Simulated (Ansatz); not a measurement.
Consider HfSi.

```
Hf Si
1.0
     3.85248    0.00000    0.00000
     0.00000    7.61005    0.00000
     0.00000    0.00000    4.64124
Hf Si
4 4
Direct
  0.00000 0.50000 0.05075
  0.50000 0.50000 0.55075
  0.50000 0.00000 0.55075
  0.00000 0.00000 0.05075
  0.00000 0.75000 0.55075
  0.00000 0.25000 0.55075
  0.50000 0.25000 0.05075
  0.50000 0.75000 0.05075
```

Space group Cmmm.

All numbers below come from DFT PBEsol, scalar-relativistic, plane waves, PAW in Ansatz.

Question: Predict the valence pseudo-density and electron localisation function between the atoms.

Answer: Hf–Si (2.71 Å): ρ is about 0.31 e/Å³ halfway; the ELF peaks at about 0.75 in the valence shell of Si, 0.9 Å from its nucleus, and is about 0.35 at the midpoint.

Question: Metal or insulator at this level of theory?

Answer: It is metallic or semimetallic at this level of theory: no gap opens.

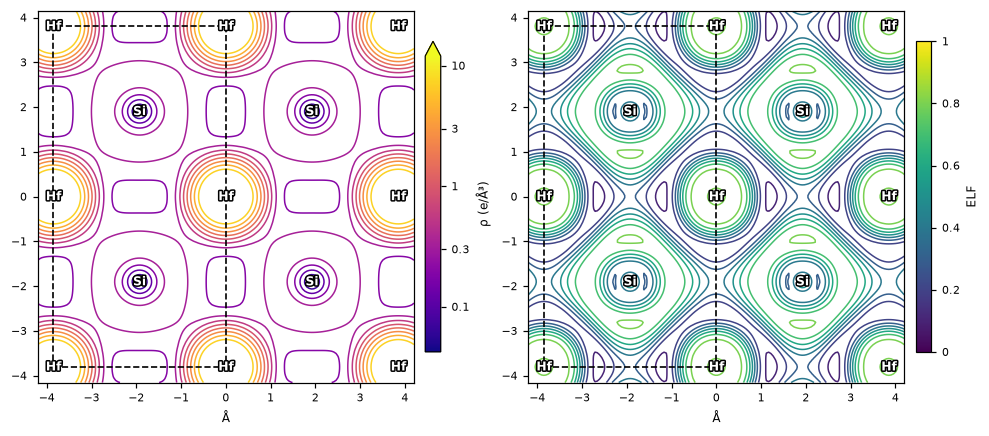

Computed valence pseudo-density and electron localisation function on the (001) plane of the calculation cell, in this order. 

Core electrons are frozen (PAW), and the valence fields are smoothed inside the atomic spheres.
